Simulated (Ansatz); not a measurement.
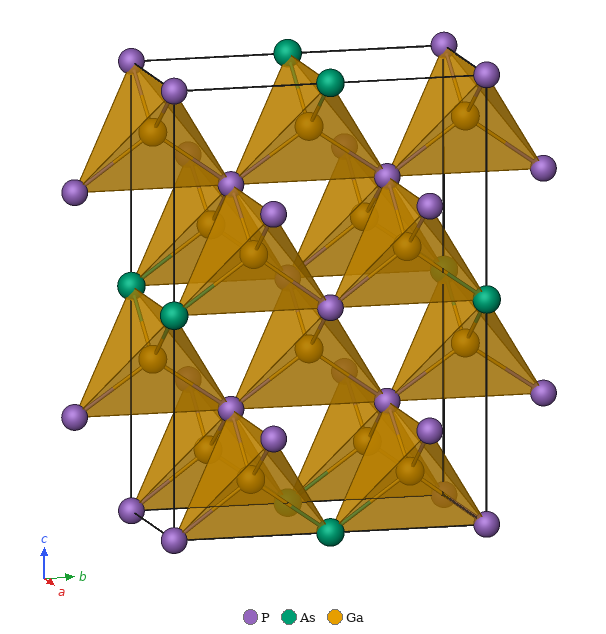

We look at a polyhedral model of the crystal slightly off an axis. The parallelepiped is the conventional unit cell. A few atoms beyond the faces are included.

Ga₄AsP₃, space group Amm2 (No. 38), a = 3.89 Å, b = 7.79 Å, c = 11.00 Å, α = 90.00°, β = 90.00°, γ = 90.00°.

The calculation used difference of finished runs, DFT, HSE06, plane waves, PAW (Ansatz 0.2.0), with a basis cut at 420 eV.

Question: Does it come out as a metal, or with a gap?

Answer: A semiconductor at this level, with a gap of 2.04 eV.

The model was built from a structure type filled with these elements by a generator (whether the compound takes this form wasn't checked). Earlier steps of the study, as a rule a relaxation of our own, may have changed the cell and positions, so they can lie some per cent off the listed ones. It went into a calculation with Ansatz.
